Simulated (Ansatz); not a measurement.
# Geometry relaxation, with input and output: GeSi62 (charge −2) (part 2 of 3)

GeSi62 (defect cell, 63 atoms in the cell, total charge −2); DFT PBEsol, scalar-relativistic, plane waves, PAW, PAW set soft_1, no spin polarisation (Ansatz 0.2.0); cutoff 420 eV, 1×1×1 k-mesh, Fermi–Dirac smearing of 0.05 eV. It belongs to a series of runs on one base structure; here: end point A relaxed.

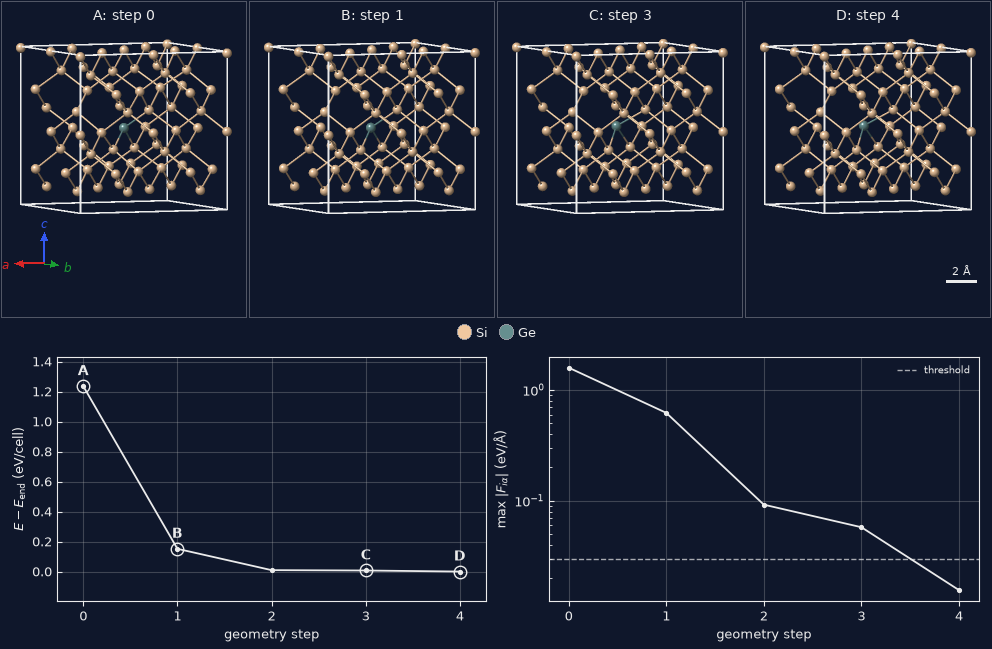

Figure 1. Frames of the relaxation (ball-and-stick view of the cell of the calculation (origin shifted), seen at an oblique angle) above the curves, on which the letters mark them (the first geometry is step 0 here and step 1 in the log).

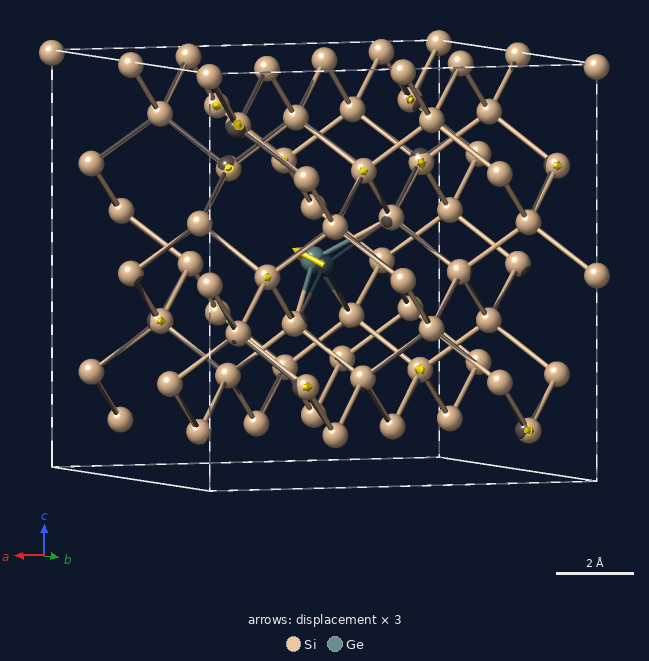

Figure 2. Start (faint) and end (solid) with the displacements as yellow arrows, magnified 3 times (ball-and-stick view of the cell of the calculation (origin shifted), seen at an oblique angle). The largest move is that of Ge2, 0.34 Å. By element the largest moves are Ge 0.34 Å, Si 0.12 Å. The lattice vectors keep their values. Distances before and after: Ge2–Si16 2.273 → 2.480 Å, Ge2–Si3 2.330 → 2.481 Å, Si23–Si52 2.473 → 2.353 Å, Si15–Si16 2.443 → 2.337 Å. Among the angles that change: Si1–Ge2–Si16 111.2° → 101.3°, Si3–Ge2–Si16 108.3° → 101.3°, Ge2–Si16–Si17 112.5° → 106.1°. Over 4 geometry steps the energy falls by 1.235 eV per cell of the calculation. The largest force component goes from 1.6 to 0.016 eV/Å. (Atoms are counted from 1 in the order of the input.)

```
SCF converged after 7 iterations
Free energy (F): -42763.318280 eV
Harris-Foulkes:  -42763.318280 eV  (|F-HF|=9.09e-8)
Internal energy: -42762.995712 eV  (E = F + TS)
E sigma→0 (E₀):  -42763.156996 eV
Entropy (-TS):   -0.322568 eV (-5.120 meV/atom)
Fermi energy:    6.599855 eV
--- Per-component energies (eV) ---
  E_band       = 97.812369
  E_kinetic    = 2631.897764
  E_local      = -4545.154143  (includes V_loc(G=0)·N_el)
  E_nonlocal   = 1640.124203
  E_hartree    = 1900.938914
  E_xc         = -3548.247140
  E_vxc        = -3042.638789  (∫ρ·V_xc dr)
  E_paw        = -32833.026117  (= ΣΔE_a)
  E_vpaw       = -388.288601  (= ΣTr[D̂ρ^β])
  E_aug_tail   = 0.002320  (compensation charges beyond the density's cutoff)
  E_ewald      = -8012.406213
  E_core_change = 2.874701  (= ΣΔE_core)
  E_smearing   = -0.322568  (= −TS)
  E_closure    = 0.000000  (closes the sum)
  E_deformation_potential = -24.834596  (in the stress; not in F)
  Σ components = -42763.318280   (vs F -42763.318280, Δ=0.00e0)
--- Forces (eV/Å), atoms counted from 1 ---
  atom   1  Si    -0.00422939    -0.00389958    -0.00131834
  atom   2  Ge     0.00761196    -0.00158269     0.00670353
  atom   3  Si     0.00230373    -0.00011206     0.00307541
  atom   4  Si     0.00054165    -0.00550847    -0.00687315
  atom   5  Si     0.00722934     0.01077754     0.00141106
  atom   6  Si    -0.00340530    -0.00882701     0.00896370
  atom   7  Si    -0.00168342     0.00321689    -0.00885892
  atom   8  Si    -0.00422832    -0.00081722     0.00243559
  atom   9  Si     0.00122815    -0.00385389    -0.01567073
  atom  10  Si    -0.00291849     0.00612380    -0.00077495
  atom  11  Si    -0.00084274     0.00443712     0.00037623
  atom  12  Si     0.00491926     0.00437652     0.00861330
  atom  13  Si     0.00401750    -0.00531605    -0.00815254
  atom  14  Si    -0.00608313    -0.00010701     0.00226167
  atom  15  Si     0.00433806     0.00164706     0.00359915
  atom  16  Si     0.01083768    -0.00449728    -0.00001062
  atom  17  Si    -0.01320077    -0.00272063    -0.00161980
  atom  18  Si    -0.00146438     0.00386397    -0.00277705
  atom  19  Si     0.00500671    -0.00191406     0.00142049
  atom  20  Si     0.00406051    -0.00330351    -0.00166847
  atom  21  Si    -0.00450030     0.00116381    -0.00337485
  atom  22  Si     0.00924931    -0.01173566     0.00023547
  atom  23  Si     0.00403200    -0.00661873     0.00516187
  atom  24  Si     0.00010463     0.00496804    -0.00153424
  atom  25  Si     0.00195758     0.00684070    -0.00038086
  atom  26  Si    -0.00079997     0.01019258    -0.00517365
  atom  27  Si    -0.00189140    -0.00222587    -0.00311162
  atom  28  Si    -0.00372179    -0.00161069    -0.00593463
  atom  29  Si     0.00476300     0.00004090    -0.00951148
  atom  30  Si    -0.00050533    -0.00852680     0.00633702
  atom  31  Si     0.00105240    -0.00477124     0.00419553
  atom  32  Si    -0.00313396     0.00509756     0.01199502
  atom  33  Si     0.00854870    -0.00486587     0.00485045
  atom  34  Si     0.00872223     0.00937791     0.00581741
  atom  35  Si    -0.01001356    -0.00439952     0.00244422
  atom  36  Si    -0.00137874     0.01304940    -0.00032666
  atom  37  Si    -0.00095969    -0.00399925    -0.00243962
  atom  38  Si    -0.00996686     0.00256187    -0.00436108
  atom  39  Si     0.00892986    -0.00447800     0.00723006
  atom  40  Si    -0.00833187     0.00734127     0.00127599
  atom  41  Si     0.00321127     0.00202549    -0.00445664
  atom  42  Si    -0.01233846    -0.00179735     0.00230613
  atom  43  Si     0.00320933    -0.00497043     0.00125395
  atom  44  Si    -0.00054870    -0.00745663     0.00588325
  atom  45  Si    -0.00015606     0.00745141     0.00488758
  atom  46  Si     0.00256286     0.00495519    -0.00895186
  atom  47  Si    -0.01269202    -0.00460438     0.00290726
  atom  48  Si     0.00448846     0.00035745    -0.00039168
  atom  49  Si     0.01380542    -0.00356340    -0.00099220
  atom  50  Si     0.00238295     0.00284861    -0.01361561
  atom  51  Si     0.00421029    -0.00304969     0.00932622
  atom  52  Si    -0.00139771     0.01425513     0.00189984
  atom  53  Si    -0.00295545    -0.00008852    -0.00397857
  atom  54  Si    -0.00908045     0.00277393    -0.00492820
  atom  55  Si     0.00120481    -0.00526873    -0.00195073
  atom  56  Si    -0.00439517     0.00700423    -0.00805172
  atom  57  Si    -0.00026252    -0.00394266     0.00683504
  atom  58  Si     0.00344334     0.00232047     0.00521633
  atom  59  Si     0.00324164    -0.00719437     0.00208738
  atom  60  Si    -0.00334453     0.00061653    -0.00400734
  atom  61  Si    -0.00916839    -0.00202315     0.00483834
  atom  62  Si    -0.00038760     0.00095051    -0.00501752
  atom  63  Si    -0.00120244    -0.00100231     0.00443509
  max |Σ_I F_I| component: 6.42e-5 eV/Å
--- Relaxed structure (5 steps of the walk, 5 accepted, 0 SCFs on fresh bases) ---
  F+E_penalty+E_count = -42763.31828002 eV   max|allowed force component| = 1.567e-2 eV/Å
  atoms:
    - { symbol: Si, position: [0.5026527144581561, -0.0012439802373883115, 0.0018821116953515397] }
    - { symbol: Ge, position: [0.64466171116234, 0.10578872357785643, 0.14510476706656578] }
    - { symbol: Si, position: [0.7516253406082286, 0.2480023460439963, 0.0018875521639433203] }
    - { symbol: Si, position: [0.8740349178934791, 0.3763000526107604, 0.1239327895346156] }
    - { symbol: Si, position: [0.8703884671038418, 0.12167914779836503, 0.3700226697971578] }
    - { symbol: Si, position: [-0.002455924450531754, 0.0017350656062797203, 0.00029486599148795923] }
    - { symbol: Si, position: [0.12466623082799067, 0.1257583075924189, 0.1242291035018828] }
    - { symbol: Si, position: [0.25085022000176194, 0.25065802956916033, -0.0008782716789761497] }
    - { symbol: Si, position: [0.37637936205486544, 0.3742217632552666, 0.12506720481694758] }
    - { symbol: Si, position: [0.4999918379481377, 0.4995312567383198, -0.001062584221866464] }
    - { symbol: Si, position: [0.6246905867622896, 0.6257111361456822, 0.12411810143313894] }
    - { symbol: Si, position: [0.7486488708651641, 0.7532316611812077, 0.0005184435103318461] }
    - { symbol: Si, position: [0.8705152914744017, 0.8801757902332148, 0.12768357180378054] }
    - { symbol: Si, position: [0.2494493912062481, 0.0010419566800930148, 0.24879541277572415] }
    - { symbol: Si, position: [0.37408339157302195, 0.12591183368451028, 0.373521243975904] }
    - { symbol: Si, position: [0.5016902965419874, 0.24868540294543004, 0.2512818449204183] }
    - { symbol: Si, position: [0.6246909032139416, 0.37635298443595505, 0.37337029419843737] }
    - { symbol: Si, position: [0.7495115420529924, 0.5011191796106459, 0.24881043075209255] }
    - { symbol: Si, position: [0.874234489165723, 0.62530394935742, 0.37380718403062374] }
    - { symbol: Si, position: [0.5014531302975912, 0.00176857557441921, 0.4963113896991832] }
    - { symbol: Si, position: [0.6247404105584073, 0.1257867360701294, 0.6240865778477669] }
    - { symbol: Si, position: [0.7486623286132884, 0.24940249902318012, 0.49658634776725974] }
    - { symbol: Si, position: [0.8746607867888146, 0.3751740465651194, 0.6238039473478174] }
    - { symbol: Si, position: [0.7494966826113425, 0.0010224327989728271, 0.7486656132816062] }
    - { symbol: Si, position: [0.8739408232172751, 0.1257628016291847, 0.8737290935187685] }
    - { symbol: Si, position: [-0.00022242775182231182, 0.5007492101108034, -0.000750963517816666] }
    - { symbol: Si, position: [0.12424890894009505, 0.6261904596830802, 0.12462278822478497] }
    - { symbol: Si, position: [0.2495523012404938, 0.7509006686945198, -0.0006328533917623856] }
    - { symbol: Si, position: [0.3742398631819147, 0.8764511788533892, 0.1239785959907394] }
    - { symbol: Si, position: [-0.003014680233117129, 0.24927530217388835, 0.24814920753330577] }
    - { symbol: Si, position: [0.12466567608865987, 0.37486502686459405, 0.37386415401705314] }
    - { symbol: Si, position: [0.2499786605781811, 0.5004270748602736, 0.24820211135072498] }
    - { symbol: Si, position: [0.37524952462156796, 0.6257539854015531, 0.3741882299821334] }
    - { symbol: Si, position: [0.5008712402025297, 0.7529985228870929, 0.24810513495978162] }
    - { symbol: Si, position: [0.6287209251182372, 0.8797637225381482, 0.36951257823599704] }
    - { symbol: Si, position: [-0.0022119710137283827, -0.0002851160775873855, 0.49692583222926234] }
    - { symbol: Si, position: [0.12444454527689165, 0.12561162017089336, 0.6241197445956307] }
    - { symbol: Si, position: [0.24960399966199046, 0.25060700087137394, 0.4990932387478461] }
    - { symbol: Si, position: [0.37464686508842515, 0.37596321361619667, 0.6247583334515183] }
    - { symbol: Si, position: [0.5001128342654174, 0.5009106917743611, 0.49896755615595917] }
    - { symbol: Si, position: [0.6249239504074843, 0.6261251167405191, 0.6241728114093532] }
    - { symbol: Si, position: [0.7506948527616297, 0.7529235126549916, 0.4969349536884774] }
    - { symbol: Si, position: [0.8743052158972782, 0.8762541220220992, 0.6243714857382313] }
    - { symbol: Si, position: [0.25030815850313276, 0.001630724911539635, 0.7494124308348804] }
    - { symbol: Si, position: [0.3767338967355482, 0.12447189311272894, 0.8761114012123189] }
    - { symbol: Si, position: [0.49958194203682127, 0.2506612605195732, 0.7502278453545317] }
    - { symbol: Si, position: [0.6260209051301671, 0.3736592516137472, 0.8758035737500935] }
    - { symbol: Si, position: [0.7489762604627854, 0.5003222379590948, 0.7495096427836452] }
    - { symbol: Si, position: [0.8745355398158944, 0.6257371230574083, 0.8750436808299917] }
    - { symbol: Si, position: [-0.0028397892620014185, 0.7531002522853076, 0.25019922384224597] }
    - { symbol: Si, position: [0.12513650625347475, 0.8761491531010187, 0.3735229713898513] }
    - { symbol: Si, position: [-0.00030487399418302995, 0.5002342463580103, 0.4986914143909296] }
    - { symbol: Si, position: [0.1250277113261042, 0.6254353609799397, 0.6246337761901025] }
    - { symbol: Si, position: [0.25010348727546206, 0.7510690783702769, 0.4989318532977882] }
    - { symbol: Si, position: [0.3755722214078382, 0.8760401414614226, 0.6237719795197811] }
    - { symbol: Si, position: [-0.000692773925123954, 0.2506657191512327, 0.7491279629086411] }
    - { symbol: Si, position: [0.12559586482005783, 0.37576151203057917, 0.8738840948051274] }
    - { symbol: Si, position: [0.2496492546357319, 0.5009013254237313, 0.7489498273033243] }
    - { symbol: Si, position: [0.37460103568055847, 0.6250086088275493, 0.8741319742332069] }
    - { symbol: Si, position: [0.49965910048008594, 0.7511087415185127, 0.7491213755003233] }
    - { symbol: Si, position: [0.6247268931034261, 0.8764850974073913, 0.873528686952136] }
    - { symbol: Si, position: [-0.0008090430893873552, 0.7510063687443441, 0.749626352521757] }
    - { symbol: Si, position: [0.12481541572072243, 0.8757015908362045, 0.8745845874481429] }
```

Trajectory as extended XYZ (Å, eV, eV/Å), 5 frames, from step=1 to step=5:
```
63
Lattice="10.8600 0.0000 0.0000 0.0000 10.8600 0.0000 0.0000 0.0000 10.8600" Properties=species:S:1:pos:R:3:forces:R:3 step=1 energy=-42762.08279
Si    5.4434   -0.0039   -0.0375   -0.2612   0.2886   0.2080
Ge    6.7934    1.3832    1.4323    0.4299  -1.2220  -0.2869
Si    8.1140    2.7206    0.0545    0.5800   0.1278  -0.8305
Si    9.5345    4.0357    1.3272   -0.3765   0.9682   0.2774
Si    9.4936    1.3648    4.0669   -0.0696  -0.1174  -0.0762
Si    0.0417   -0.0190    0.0099   -0.7645   0.4381  -0.3749
Si    1.3256    1.4041    1.3123    0.3802  -0.4469   0.6845
Si    2.7335    2.7289    0.0158   -0.4900   0.0663  -0.5593
Si    4.0320    4.0905    1.3520    0.6918   0.0572   0.0902
Si    5.4220    5.4679    0.0097    0.1900  -0.5749  -0.3450
Si    6.8015    6.7647    1.3873   -0.0730   0.2407   0.0449
Si    8.1068    8.1631    0.0272    0.4218  -0.3302  -0.2122
Si    9.4762    9.5165    1.3626    0.1951   0.0083   0.0767
Si    2.6910   -0.0110    2.6889    0.4493   0.6470  -0.0163
Si    4.0841    1.3545    4.1495   -0.2018   0.0486  -1.4943
Si    5.4901    2.7390    2.7093   -1.5874   0.2105   0.8033
Si    6.7159    4.0797    4.0927    1.0968   0.1871  -0.1016
Si    8.1566    5.4445    2.7523    0.0396  -0.7046  -0.2085
Si    9.5347    6.7600    4.0847   -0.4536   0.6426  -0.4132
Si    5.4357    0.0044    5.3954    0.1769  -0.0945   0.5438
Si    6.7642    1.3556    6.7808    0.4287  -0.2032  -0.0469
Si    8.1551    2.7152    5.4306   -0.5129   0.1370  -0.0837
Si    9.5121    4.0876    6.8083    0.0825   0.7274  -0.9523
Si    8.1612    0.0169    8.1446   -0.2656  -0.0556   0.0924
Si    9.4927    1.3966    9.4939   -0.0161  -0.4199   0.5042
Si    0.0280    5.4652   -0.0408    0.0183  -0.9009   0.4504
Si    1.3396    6.7402    1.3669    0.5065   0.5146  -0.2790
Si    2.6960    8.1638   -0.0347   -0.0896  -0.2725   0.1825
Si    4.0884    9.5163    1.3047   -0.3621   0.0280   0.2177
Si   -0.0189    2.7248    2.7137    0.1790  -0.2218  -0.0564
Si    1.4164    4.0214    4.0713   -0.7633   0.6853  -0.2154
Si    2.7163    5.4256    2.7344   -0.0961  -0.0828  -0.1446
Si    4.0632    6.7608    4.0835   -0.1839   0.8204  -0.1414
Si    5.4288    8.1817    2.6799    0.0087  -0.2887   0.1672
Si    6.7605    9.5201    4.0573    0.2858  -0.2741  -0.1460
Si    0.0041    0.0158    5.4020   -0.0381  -0.1565   0.0915
Si    1.3556    1.3822    6.7966   -0.2059  -0.1110   0.0231
Si    2.6868    2.6971    5.4023    0.6115   0.0965   0.9184
Si    4.1071    4.0610    6.8148   -0.5550   0.0616  -0.5142
Si    5.3863    5.4305    5.4086    0.2731  -0.0127   0.4400
Si    6.7893    6.7650    6.7580   -0.3434  -0.1481   0.3744
Si    8.1070    8.1155    5.4050    0.6800   0.6217  -0.0644
Si    9.5221    9.5178    6.8006   -0.5086  -0.1349  -0.4826
Si    2.7131   -0.0022    8.1554   -0.2001   0.0015  -0.6820
Si    3.9943    1.3279    9.4821    1.0218   0.6406   0.2593
Si    5.4424    2.7232    8.1242   -0.2107  -0.4043   0.5524
Si    6.8193    4.0738    9.4560   -0.6593   0.0208   0.7881
Si    8.1487    5.4240    8.1573    0.2878   0.3831  -0.2728
Si    9.5799    6.7528    9.4910   -1.0092   0.6800  -0.0434
Si   -0.0056    8.1272    2.6843   -0.1219   0.4171   0.4997
Si    1.3740    9.5246    4.0619   -0.6715   0.0121  -0.6120
Si    0.0708    5.5095    5.3661   -0.1463  -1.3666   0.5835
Si    1.3634    6.8112    6.7513    0.4659   0.1089   0.5667
Si    2.6756    8.2114    5.3894    0.5860  -0.6893   0.2745
Si    4.0616    9.4944    6.7820    0.2951  -0.0890   0.1252
Si   -0.0618    2.7473    8.1048    0.6586  -0.3979   0.4581
Si    1.3283    4.0587    9.4779    0.6823   0.2879  -0.1905
Si    2.7968    5.4577    8.1496   -1.1726  -0.5127  -0.3601
Si    4.0621    6.7839    9.4829    0.3498   0.3871   0.5221
Si    5.4526    8.1226    8.1556   -0.0943   0.2773  -0.2532
Si    6.7829    9.5098    9.5292    0.2792  -0.0307  -0.6246
Si   -0.0073    8.1586    8.1356    0.2482  -0.1770  -0.1280
Si    1.3609    9.5189    9.4513   -0.0965  -0.3988   0.3923
```
